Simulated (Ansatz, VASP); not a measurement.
**Cross-check of MoS2 between VASP and Ansatz**

Wanted: the spread between two codes on one cell, functional and k mesh. The structure shown is the end of the VASP relaxation below.

Calculated with Ansatz 0.2.0; plane waves, with VASP 6.6.1 beside it; single point at PBE with D3(BJ) and band structure at PBE with D3(BJ).

## Step 1: The structure

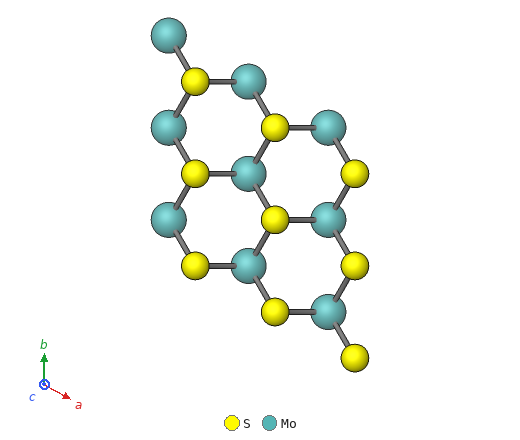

Start, viewed from above; sulfur yellow, molybdenum teal. 3×3×1 cells are drawn.

The cell holds 3 atoms: 2 S and 1 Mo. Its edges and angles: a = 3.169 Å, b = 3.169 Å, c = 18.130 Å, α = 90.0°, β = 90.0°, γ = 120.0°. It derives from MoS2. As first built, before any earlier steps moved the atoms: kind sheets cut from a layered crystal; sheets 1. Vacuum lies along c.

Coordinates:

```xyz
3
Lattice="3.1690 0.0000 0.0000 -1.5845 2.7444 0.0000 0.0000 0.0000 18.1303" Properties=species:S:1:pos:R:3
S     1.5845    0.9148   10.6288
S     1.5845    0.9148    7.5015
Mo    0.0000    1.8296    9.0651
```

## Step 2: VASP: relaxation, PBE with D3(BJ)

This run makes the geometry at which the two programs are then compared.

Lines of VASP's logs that name or quote its potential files are left out, and so is its time.

INCAR reads:

```
SYSTEM = MoS2
PREC = Normal
ENCUT = 300
EDIFF = 1E-05
NELM = 120
ISMEAR = 0
SIGMA = 0.05
LREAL = .FALSE.
ALGO = Fast
GGA = PE
IVDW = 12
NBANDS = 15
LASPH = .TRUE.
LORBIT = 11
LWAVE = .FALSE.
LCHARG = .FALSE.
KPAR = 2
IBRION = 2
NSW = 40
ISIF = 2
EDIFFG = -0.03
POTIM = 0.4
MAXMIX = 40
IDIPOL = 3
LDIPOL = .TRUE.
DIPOL = 0.5 0.5 0.5
```

POSCAR reads:

```
MoS2
1.0
    3.1690000000      0.0000000000      0.0000000000
   -1.5845000000      2.7444345050      0.0000000000
    0.0000000000      0.0000000000     18.1302960000
S Mo
2 1
Direct
    0.6666666670      0.3333333330      0.5863277690
    0.6666666670      0.3333333330      0.4136722310
    0.3333333330      0.6666666670      0.5000000000
```

KPOINTS reads:

```
Automatic mesh
0
Gamma
9 9 1
0 0 0
```

The projector-augmented-wave data sets are S and Mo (PBE family, release 64).

Run with:

```
$ mpirun -np 2 vasp_std
```

Numbers of over 12 decimals in the logs are rounded to 6 here.

Output:

```text
[banner, memory and clock lines left out]
running    2 mpi-ranks, on    1 nodes
 distrk:  each k-point on    1 cores,    2 groups
 distr:  one band on    1 cores,    1 groups

 POSCAR found type information on POSCAR S Mo
 POSCAR found :  2 types and       3 ions
 LDA part: xc-table for (Slater+PW92), standard interpolation
 POSCAR, INCAR and KPOINTS ok, starting setup
 FFT: planning ... GRIDC
 FFT: planning ... GRID_SOFT
 FFT: planning ... GRID
 WAVECAR not read
 entering main loop
       N       E                     dE             d eps       ncg     rms          rms(c)
DAV:   1     0.101139347100E+03    0.10114E+03   -0.49821E+03   360   0.589E+02
DAV:   2    -0.134781807186E+02   -0.11462E+03   -0.10940E+03   574   0.158E+02
DAV:   3    -0.231814584049E+02   -0.97033E+01   -0.95859E+01   473   0.553E+01
DAV:   4    -0.233522058715E+02   -0.17075E+00   -0.17055E+00   458   0.877E+00
DAV:   5    -0.233571577353E+02   -0.49519E-02   -0.49515E-02   524   0.139E+00    0.263E+01
RMM:   6    -0.221547502430E+02    0.12024E+01   -0.43640E+00   360   0.109E+01    0.901E+00
RMM:   7    -0.219222224576E+02    0.23253E+00   -0.11192E+00   360   0.626E+00    0.730E+00
RMM:   8    -0.217948050071E+02    0.12742E+00   -0.62069E-01   360   0.454E+00    0.140E+00
RMM:   9    -0.217845512187E+02    0.10254E-01   -0.69174E-02   360   0.210E+00    0.497E-01
RMM:  10    -0.217845863013E+02   -0.35083E-04   -0.13556E-02   362   0.731E-01    0.182E-01
RMM:  11    -0.217845238916E+02    0.62410E-04   -0.19749E-03   367   0.320E-01    0.803E-02
RMM:  12    -0.217845588696E+02   -0.34978E-04   -0.88783E-04   369   0.169E-01    0.242E-02
RMM:  13    -0.217846750610E+02   -0.11619E-03   -0.22653E-04   362   0.913E-02    0.326E-02
RMM:  14    -0.217847674676E+02   -0.92407E-04   -0.10899E-04   344   0.540E-02    0.118E-02
RMM:  15    -0.217847993886E+02   -0.31921E-04   -0.34993E-05   285   0.326E-02    0.768E-03
RMM:  16    -0.217848240442E+02   -0.24656E-04   -0.40839E-05   304   0.286E-02    0.544E-03
RMM:  17    -0.217848552733E+02   -0.31229E-04   -0.60761E-06   244   0.162E-02    0.390E-03
RMM:  18    -0.217848926241E+02   -0.37351E-04   -0.54389E-06   243   0.105E-02    0.391E-03
RMM:  19    -0.217848927349E+02   -0.11081E-06   -0.11718E-06   216   0.670E-03
   1 F= -.22735124E+02 E0= -.22735124E+02  d E =-.227351E+02
 curvature:   0.00 expect dE= 0.000E+00 dE for cont linesearch  0.000E+00
 trial: gam= 0.00000 g(F)=  0.112E-03 g(S)=  0.000E+00 ort = 0.000E+00 (trialstep = 0.100E+01)
 search vector abs. value=  0.112E-03
 bond charge predicted
       N       E                     dE             d eps       ncg     rms          rms(c)
DAV:   1    -0.217846533793E+02    0.23924E-03   -0.45341E-03   458   0.365E-01    0.643E-02
RMM:   2    -0.217846574619E+02   -0.40826E-05   -0.17015E-04   360   0.900E-02    0.324E-02
RMM:   3    -0.217846688643E+02   -0.11402E-04   -0.64592E-05   343   0.496E-02    0.120E-02
RMM:   4    -0.217846717608E+02   -0.28965E-05   -0.38895E-05   305   0.326E-02
   2 F= -.22735207E+02 E0= -.22735207E+02  d E =-.829731E-04
 trial-energy change:   -0.000083  1 .order   -0.000057   -0.000112   -0.000001
 step:   1.0112(harm=  1.0112)  dis= 0.00149  next Energy=   -22.735181 (dE=-0.568E-04)
 reached required accuracy - stopping structural energy minimisation
```

Parts of OUTCAR (step 2):

```text
ion  position               nearest neighbor table
   1  0.667  0.333  0.586-   3 2.41   3 2.41   3 2.41
   2  0.667  0.333  0.414-   3 2.41   3 2.41   3 2.41
   3  0.333  0.667  0.500-   1 2.41   2 2.41   1 2.41   2 2.41   1 2.41   2 2.41

  LATTYP: Found a hexagonal cell.
 ALAT       =     3.1690000000
 C/A-ratio  =     5.7211410540

 Subroutine GETGRP returns: Found 12 space group operations
 (whereof 12 operations were pure point group operations)

The static configuration has the point symmetry D_3h.

 Found     12 irreducible k-points:

   k-points           NKPTS =     12   k-points in BZ     NKDIM =     12   number of bands    NBANDS=     15

   dimension x,y,z NGX =    14 NGY =   14 NGZ =   80
   dimension x,y,z NGXF=    28 NGYF=   28 NGZF=  160

   ENCUT  =  300.0 eV  22.05 Ry    4.70 a.u.   4.48  4.48 25.60*2*pi/ulx,y,z

   NELECT =      18.0000    total number of electrons

 k-points in reciprocal lattice and weights: Automatic mesh
   0.00000000  0.00000000  0.00000000       0.012
   0.11111111 -0.00000000  0.00000000       0.074
   0.22222222 -0.00000000  0.00000000       0.074
   0.33333333  0.00000000  0.00000000       0.074
   0.44444444 -0.00000000  0.00000000       0.074
   0.11111111  0.11111111  0.00000000       0.074
   0.22222222  0.11111111  0.00000000       0.148
   0.33333333  0.11111111  0.00000000       0.148
   0.44444444  0.11111111  0.00000000       0.074
   0.22222222  0.22222222  0.00000000       0.074
   0.33333333  0.22222222  0.00000000       0.148
   0.33333333  0.33333333  0.00000000       0.025

 Edisp (eV)   -0.95023

 dipolmoment           0.000000      0.000000     -0.000000 electrons x Angstroem

 average (electrostatic) potential at core
       1 -93.4575       2 -93.4575       3 -45.5770

 E-fermi :  -1.9302

 k-point     1 :       0.0000    0.0000    0.0000
  band No.  band energies     occupation
    ...
      5      -4.7598      2.00000
      6      -3.9468      2.00000
      7      -3.6316      2.00000
      8      -3.6316      2.00000
      9      -2.2168      2.00000
     10       0.6608      0.00000
     11       0.6609      0.00000
     12       0.8864      0.00000
     13       0.8864      0.00000
     14       3.2116      0.00000
    ...

 k-point     2 :       0.1111   -0.0000    0.0000
  band No.  band energies     occupation
    ...
      5      -4.6340      2.00000
      6      -4.5671      2.00000
      7      -3.9116      2.00000
      8      -3.2429      2.00000
      9      -2.3132      2.00000
     10       0.4362      0.00000
     11       0.4602      0.00000
     12       0.6886      0.00000
     13       0.9569      0.00000
     14       3.5025      0.00000
    ...

 k-point     3 :       0.2222   -0.0000    0.0000
  band No.  band energies     occupation
    ...
      5      -5.5164      2.00000
      6      -4.4837      2.00000
      7      -4.0636      2.00000
      8      -3.3856      2.00000
      9      -2.7634      2.00000
     10       0.0121      0.00000
     11       0.3045      0.00000
     12       0.6301      0.00000
     13       1.5209      0.00000
     14       4.1888      0.00000
    ...

 Edisp (eV)   -0.95054

  Total      -0.66520    -0.66520    -0.22518     0.00000     0.00000    -0.00000
  in kB      -6.75897    -6.75897    -2.28801     0.00000     0.00000    -0.00000
  external pressure =       -5.27 kB  Pullay stress =        0.00 kB

  energy-cutoff  :      300.00
  volume of cell :      157.68
      direct lattice vectors                 reciprocal lattice vectors
     3.169000000  0.000000000  0.000000000     0.315556958  0.182186895  0.000000000
    -1.584500000  2.744434505  0.000000000     0.000000000  0.364373789  0.000000000
     0.000000000  0.000000000 18.130296000     0.000000000  0.000000000  0.055156298

 POSITION                                       TOTAL-FORCE (eV/Angst)
 -----------------------------------------------------------------------------------
      1.58450      0.91481     10.62882         0.000000      0.000000     -0.000422
      1.58450      0.91481      7.50147        -0.000000      0.000000      0.000422
     -0.00000      1.82962      9.06515         0.000000     -0.000000      0.000000
 -----------------------------------------------------------------------------------
    total drift:                               -0.000005      0.000003      0.000000

  FREE ENERGIE OF THE ION-ELECTRON SYSTEM (eV)
  ---------------------------------------------------
  free  energy   TOTEN  =       -22.7352071422 eV

  energy  without entropy=      -22.7352071422  energy(sigma->0) =      -22.73520714

 reached required accuracy - stopping structural energy minimisation

 vacuum level on the upper side and lower side of the slab         3.733         3.733

 total charge
# of ion       s       p       d       tot
------------------------------------------
    1        1.364   2.340   0.000   3.704
    2        1.364   2.340   0.000   3.704
    3        0.420   0.608   4.448   5.475
--------------------------------------------------
tot          3.148   5.287   4.448  12.883

[... 3 further parts left out ...]
```

## Step 3: Ansatz: single point, PBE with D3(BJ)

Ansatz runs on its default PAW (the set named soft_2) files.

The same cell, functional, mesh and smearing now go to Ansatz, which takes its cutoff from its data sets.

input.yaml reads:

```yaml
crystal:
  lattice:
    - [3.169, 0.0, 0.0]
    - [-1.5845, 2.74443451, 0.0]
    - [0.0, 0.0, 18.130296]
  atoms:
    - { symbol: S, position: [0.66666667, 0.33333333, 0.58624657] }
    - { symbol: S, position: [0.66666667, 0.33333333, 0.41375343] }
    - { symbol: Mo, position: [0.33333333, 0.66666667, 0.5] }
hamiltonian:
  xc: pbe
  pseudopotentials: { kind: paw }
  dispersion: d3bj
kpoints:
  mp_grid: { grid: [9, 9, 1] }
scf:
  occupations: { method: gaussian, width: 0.05 }
  n_extra_bands: 4
efield:
  axis: 3
  dipole_correction: true
  ramp_width: 0.04
output:
  forces: true
  eigenvalues: true
  write_density: true
  write_potential: true
  elf: true
  volumetric_format: npy
```

Run with:

```
$ ansatz run input.yaml --threads 2 --pin off --max-ram 4608MiB --backend cpu --events-out ev --progress --plain --runs-dir out
```

Output:

```text
scf.n_extra_bands = 4 over 13 filled bands (N_el = 26.0): the run solves 17 bands
Engine: ansatz 0.2.0, aarch64-unknown-linux-gnu
Pseudopotentials: kind: paw
Pseudopotential: S, paw, valence charge 6, recommended cutoff 420 eV (normal), S.paw.azcp
Pseudopotential: Mo, paw, valence charge 14, recommended cutoff 420 eV (normal), Mo.paw.azcp
Functional definition: PBE
  parameter kappa = 0.804
  parameter beta = 0.066725
  exchange = pbe_x(kappa = kappa, mu = beta*pi^2/3)
  correlation = pbe_c(beta = beta)
Crystal: 3 atoms, lattice volume = 157.681 Å³
Basis set: ecut = 420 eV, 3061 PW (Γ), exchange–correlation on 48×48×250 points (8 copies of the dense FFT grid, shifted against one another)
Bands: 17, of which v1, the nominal top of the filled ones, is band 13 counted from 1 (12 counted from 0)
Symmetry: 6 space group operations
k-points: 12 of 81 (time reversal used)
Non-local potential: S, projectors of the file, l = 0: 2, l = 1: 2, l = 2: 2
Non-local potential: Mo, projectors of the file, l = 0: 3, l = 1: 2, l = 2: 2, l = 3: 1
PAW form: soft (Blöchl's): semilocal exchange-correlation on the pseudo side does not see the compensation charge
PAW one-centre angular grid: S, 110 points (default); XC on 64 Gauss nodes
PAW one-centre angular grid: Mo, 590 points (default); XC on 64 Gauss nodes
Initial density: superposition of atomic densities (neutral atoms: chi_scale 0, normalization atom), corrected by the library's trained network
Initial wavefunctions: pseudopotential atomic-orbital guess
Functional: x = pbe(κ = 0.804, μ = 0.219515), c = pbe(β = 0.066725)
SCF iter   1: F=—  HF=-6763.755204 eV  |F-HF|=—  |Δ(HF+E_count)|=         —  Δρ=3.22e-3  dr2=5.57e-3  ethr=1.77e-3  p=0.000 e·Å  D=2.64e-14 V/Å  ΔV_dip=-0.00 eV  dr2_dipole=2.17e-9  V_vac-E_F(+/−)=5.25/5.25 eV  ⟨swp⟩=9.5  Hψ=1441  notcnv=0
efield: sawtooth ramp at fractional position 0.9800 (placed from the atoms, in the widest stretch of the axis that holds none; the zero of the levels goes with the place), width 0.0400; the density the first Hamiltonian is built on has a dipole p = 0.000 e·Å; the dipole correction subtracts the counter field D = 2.64e-14 V/Å, which shifts the + side's vacuum level by -0.00 eV against the − side's; the planar-averaged density in the ramp window peaks in size at 5.4e-5 e/Å³
preconditioner: auto → none  [insulator: Δε(μ)=1.724 eV  Ē_g=8.068 eV  σ=0.050 eV  W_gap=1.00  n_scr=10 (ndim 8)  ℏωp=12.5 eV  f_vac=0.632  D(μ)=0.00/eV (n_scr^D=0)  ε∞_Penn≈3.4]
SCF iter   2: F=—  HF=-6763.762692 eV  |F-HF|=—  |Δ(HF+E_count)|=   7.49e-3  Δρ=2.13e-3  dr2=1.04e-2  ethr=2.14e-5  p=-0.000 e·Å  D=-3.53e-5 V/Å  ΔV_dip=0.00 eV  dr2_dipole=1.99e-7  V_vac-E_F(+/−)=5.07/5.07 eV  ⟨swp⟩=2.2  Hψ=497  notcnv=0
SCF iter   3: F=—  HF=-6763.763863 eV  |F-HF|=—  |Δ(HF+E_count)|=   1.17e-3  Δρ=1.74e-3  dr2=8.90e-3  ethr=2.14e-5  p=0.000 e·Å  D=1.57e-4 V/Å  ΔV_dip=-0.00 eV  dr2_dipole=1.15e-6  V_vac-E_F(+/−)=5.19/5.20 eV  ⟨swp⟩=2.1  Hψ=336  notcnv=0
SCF iter   4: F=—  HF=-6763.763913 eV  |F-HF|=—  |Δ(HF+E_count)|=   4.95e-5  Δρ=6.56e-4  dr2=5.39e-4  ethr=2.14e-5  p=-0.000 e·Å  D=-2.34e-4 V/Å  ΔV_dip=0.00 eV  dr2_dipole=2.77e-6  V_vac-E_F(+/−)=5.11/5.11 eV  ⟨swp⟩=2.1  Hψ=236  notcnv=0
SCF iter   5: F=—  HF=-6763.764219 eV  |F-HF|=—  |Δ(HF+E_count)|=   3.06e-4  Δρ=1.73e-4  dr2=3.14e-4  ethr=2.07e-6  p=0.001 e·Å  D=1.29e-3 V/Å  ΔV_dip=-0.02 eV  dr2_dipole=9.31e-5  V_vac-E_F(+/−)=5.07/5.09 eV  ⟨swp⟩=2.4  Hψ=295  notcnv=0
SCF iter   6: F=—  HF=-6763.764195 eV  |F-HF|=—  |Δ(HF+E_count)|=   2.39e-5  Δρ=4.61e-5  dr2=2.28e-6  ethr=1.21e-6  p=-0.000 e·Å  D=-3.45e-5 V/Å  ΔV_dip=0.00 eV  dr2_dipole=4.48e-8  V_vac-E_F(+/−)=5.08/5.08 eV  ⟨swp⟩=2.0  Hψ=233  notcnv=0
SCF iter   7: F=—  HF=-6763.764051 eV  |F-HF|=—  |Δ(HF+E_count)|=   1.45e-4  Δρ=1.30e-5  dr2=2.13e-7  ethr=8.76e-9  p=0.000 e·Å  D=9.19e-6 V/Å  ΔV_dip=-0.00 eV  dr2_dipole=7.77e-10  V_vac-E_F(+/−)=5.08/5.08 eV  ⟨swp⟩=3.8  Hψ=466  notcnv=0
SCF iter   8: F=-6763.764051 eV  HF=-6763.764051 eV  |F-HF|=1.34e-7  |Δ(HF+E_count)|=   1.89e-7  Δρ=4.61e-6  dr2=1.59e-8  ethr=3.85e-10  p=-0.000 e·Å  D=-2.47e-6 V/Å  ΔV_dip=0.00 eV  dr2_dipole=8.20e-12  V_vac-E_F(+/−)=5.08/5.08 eV  ⟨swp⟩=12.8  Hψ=1792  notcnv=0
SCF 1 converged in 8 iterations: F = -6763.764051 eV  dr2 = 1.59e-8
  greatest PAW one-centre occupation: 0.998 electrons in one spin orbital (limit 2), on the Mo atom at site 2 (counted from 0), in its partial waves of l = 0
WARN: The output density's exchange-correlation potential varies sharply where the density is thin. Do not read a vacuum level from v_tot or v_xc, or from such a field of the output density. On a cell that repeats whose density bears no net charge and no dipole along the vacuum's axis use v_es (v_loc + v_h of the components); under efield.dipole_correction with no amplitude use v_es + v_field, which holds any externa [...]
SCF converged after 8 iterations
Free energy (F): -6763.764051 eV
Harris-Foulkes:  -6763.764051 eV  (|F-HF|=1.34e-7)
Internal energy: -6763.764051 eV  (E = F + TS)
E sigma→0 (E₀):  -6763.764051 eV
Fermi energy:    0.410917 eV
Dipole field:    D = -0.000007 V/Å  (p = -0.000006 e·Å, saw-weighted, corrected)
Work function:   Φ+ = 5.0802 eV   Φ− = 5.0801 eV
Levels:          The Fermi level and band energies are counted from a zero that moves with the ramp; work functions are not
--- Per-component energies (eV) ---
  E_band       = -433.250763
  E_kinetic    = 655.661803
  E_local      = -14014.408806  (includes V_loc(G=0)·N_el)
  E_nonlocal   = 199.105831
  E_hartree    = 6642.221492
  E_xc         = -378.319996
  E_vxc        = -404.728080  (∫ρ·V_xc dr)
  E_paw        = -4401.517169  (= ΣΔE_a)
  E_vpaw       = -153.324535  (= ΣTr[D̂ρ^β])
  E_aug_tail   = 0.000042  (compensation charges beyond the density's cutoff)
  E_efield     = 0.000000  (sawtooth field / dipole correction)
  E_vefield    = 0.000000  (∫n·V_field dr)
  E_ewald      = 4534.443382
  E_disp       = -0.950630  (pairwise vdW)
  E_smearing   = -0.000000  (= −TS)
  E_closure    = 0.000000  (closes the sum)
  Σ components = -6763.764051   (vs F -6763.764051, Δ=0.00e0)
--- Forces (eV/Å), atoms counted from 1 ---
  atom   1  S      0.00000000    -0.00000000    -0.02348093
  atom   2  S      0.00000000    -0.00000000     0.02347584
  atom   3  Mo     0.00000000    -0.00000000     0.00001947
  max |Σ_I F_I| component: 1.44e-5 eV/Å
--- Band table (eV; the first three rows and the last of 12) ---
  k-point 0: bands = [... 9 lower, -2.2461, -1.9230, -1.9230, -0.4760, 2.3576, 2.3576, 2.6032, 2.6032]
  k-point 1: bands = [... 9 lower, -2.8483, -2.2030, -1.5326, -0.5723, 2.1532, 2.1671, 2.4045, 2.6625]
  k-point 2: bands = [... 9 lower, -2.7728, -2.3500, -1.6691, -1.0279, 1.7343, 2.0247, 2.3478, 3.2461]
  k-point 11: bands = [... 9 lower, -3.9900, -3.3297, -2.6080, -0.4510, 1.2729, 2.6148, 3.1375, 4.4891]
```

It took 4 s on 2 threads of Arm Neoverse N1, shared host; peak memory 0.35 GiB.

## Step 4: Differences

Known differences besides the PAW data sets themselves: the data sets hold 26 valence electrons in Ansatz (default PAW (the set named soft_2) files) and 18 in VASP; the cutoff is 420 eV in Ansatz and 300 eV in VASP (PREC = Normal). Total energies have different zeros and are not compared.

The two programs side by side:

```
              quantity  Ansatz   VASP  difference
gap on the k mesh (eV)   1.724  1.719      +0.005
```

At this near-relaxed geometry the largest component of a force difference is 23 meV/Å.

[end of part 1 of 2]

[Lines on the potential files, build, host, timing and source positions are cut from VASP's logs without a mark.]

[Logs are printed without paths, hosts, clocks, repeated set-up lines and the standing remarks that a program may print on its own settings, such as how far it seeks lower states.]

[Hosts, paths, dates, database ids (printed as entryN), source tags and the programs' standing remarks are cut or masked in the printed files.]
